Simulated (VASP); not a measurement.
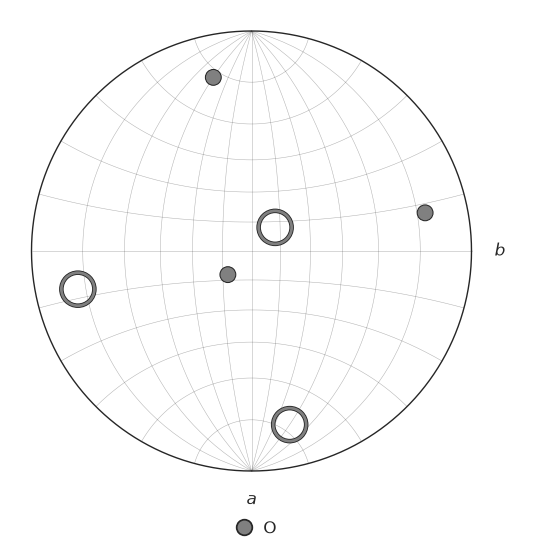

For MgO2, the geometry relaxed with VASP, VASP Kohn-Sham DFT of a periodic cell, vdW-DF, VASP PAW PBE potentials, recommended: directions from one magnesium atom at (0, 0, 0) to its bonded neighbours, in stereographic projection down c (filled: above the plane of the page or in it, open: below). All values are computed from the atomic coordinates in the standard setting (tolerance 0.002 Å).

Neighbours are counted up to 2.53 Å for O.

```
CELL_PARAMETERS angstrom
4.92803 0.00000 0.00000
0.00000 4.92803 0.00000
0.00000 0.00000 4.92803
ATOMIC_POSITIONS crystal
Mg 0.00000 0.00000 0.00000
Mg 0.50000 0.00000 0.50000
Mg 0.50000 0.50000 0.00000
Mg 0.00000 0.50000 0.50000
O 0.59012 0.90988 0.09012
O 0.90988 0.09012 0.59012
O 0.09012 0.59012 0.90988
O 0.40988 0.40988 0.40988
O 0.59012 0.59012 0.59012
O 0.90988 0.40988 0.09012
O 0.09012 0.90988 0.40988
O 0.40988 0.09012 0.90988
```

Q: How many neighbours are there, and at what angles?

A: 6: 6 O at 2.12 Å. Angles between bonds: 87° (6×), 93° (6×), 180° (3×).

Q: What is the site's symmetry in the crystal?

A: Point group -3 (S6), order 6: one threefold axis, an inversion centre. In Pa-3, No. 205 this is Wyckoff position 4a.
